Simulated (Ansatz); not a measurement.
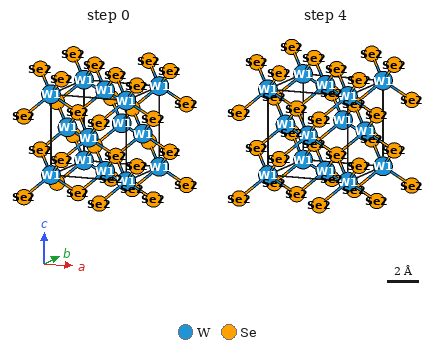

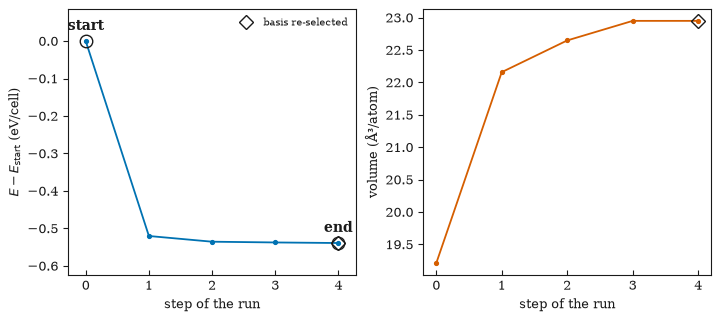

First and last geometry of a relaxation of solid WSe (built on the zinc blende type) (coarse preliminary run), with the history of the run. A ball-and-stick model of the conventional cell (4 times the calculation's cell), seen slightly off an axis. Lengths and directions refer to the drawn axes.

These are results of DFT PBE, scalar-relativistic, plane waves, PAW in Ansatz 0.2.0, not measurements. Set-up: plane-wave cutoff 420 eV; k-point mesh 6 × 6 × 6; occupations gaussian; smearing width 0.1 eV; collinear spin; cell and atoms relaxed; force threshold 0.05 eV/Å; at most 80 steps.

Q: Did the run converge, and what did it change?

A: It converged. The atoms keep their places relative to the cell (all moves are under 0.005 Å). The volume changes by +19.5 %, with a = b = c 5.356 → 5.684 Å (+6.1 %). Among the contacts that change: W1–Se2 2.319 → 2.461 Å. The space group stays F-43m (No. 216). After 3 accepted moves (4 points after the start) the energy has fallen by 0.539 eV per cell of the calculation. All forces vanish by symmetry, so only the cell relaxes. The pressure goes from 28.85 to −0.19 GPa. The SCF was repeated once at an unchanged geometry on a basis and grid sized afresh for the cell, which shifted the energy by 1.5 meV per cell of the calculation at most. Cost: 44 s on 1 thread of Arm Neoverse V1, with other jobs on the host, peak memory 0.37 GiB.
